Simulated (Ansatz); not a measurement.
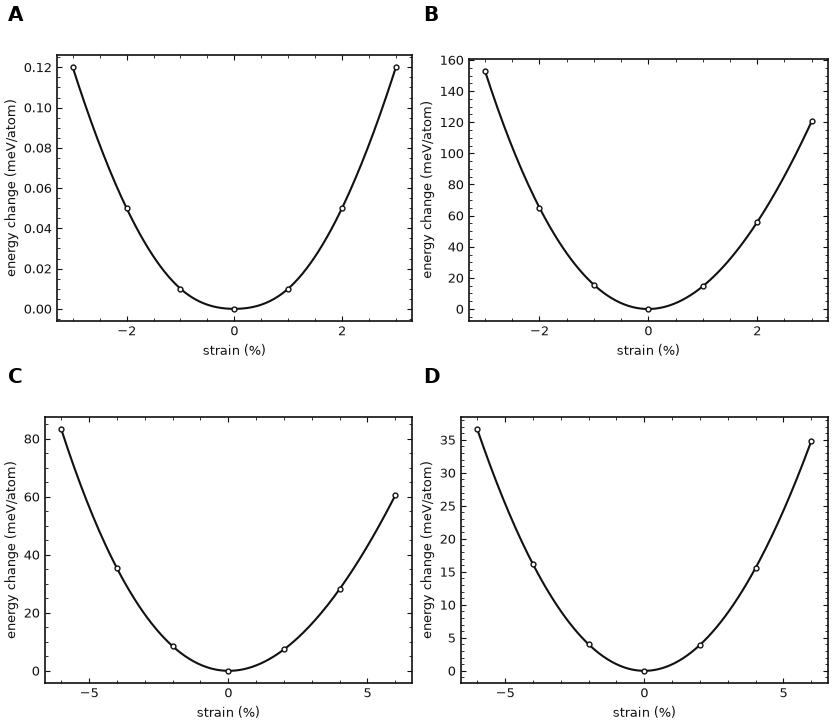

Each panel shows the energy change against strain for one of these solids: AlGaN₂, P-4m2 (No. 115), 10.9 Å³/atom, strain kind clamped c; C, Fmmm (No. 69), 9.3 Å³/atom, strain kind shear ca; Ge, Fd-3m (No. 227), 22.8 Å³/atom, strain kind biaxial ab; Ir, Fm-3m (No. 225), 14.2 Å³/atom, strain kind isotropic.

Computed with Ansatz 0.2.0: energy, stress and cell of a relaxed crystal along a series of strains, atoms and what the cell freedom names relaxed within the symmetry; stress is positive in compression; plane waves with PAW datasets, Γ-centred k mesh; energies extrapolated to zero smearing. Level: r2SCAN, no spin polarisation.

> Match the panels to the solids.

A is C (energy change from 0.00 meV/atom to 0.12 meV/atom); B is Ir (energy change from 0 meV/atom to 153 meV/atom); C is Ge (energy change from 0.00 meV/atom to 83.23 meV/atom); D is AlGaN₂ (energy change from 0.00 meV/atom to 36.60 meV/atom).

For C, limits of the calculation: given cell holds a small stress on this mesh.

For Ge, limits of the calculation: a crossing between the sampled k points may be missed; bands touch, and spin-orbit coupling could open a gap; narrow smearing for a metal.
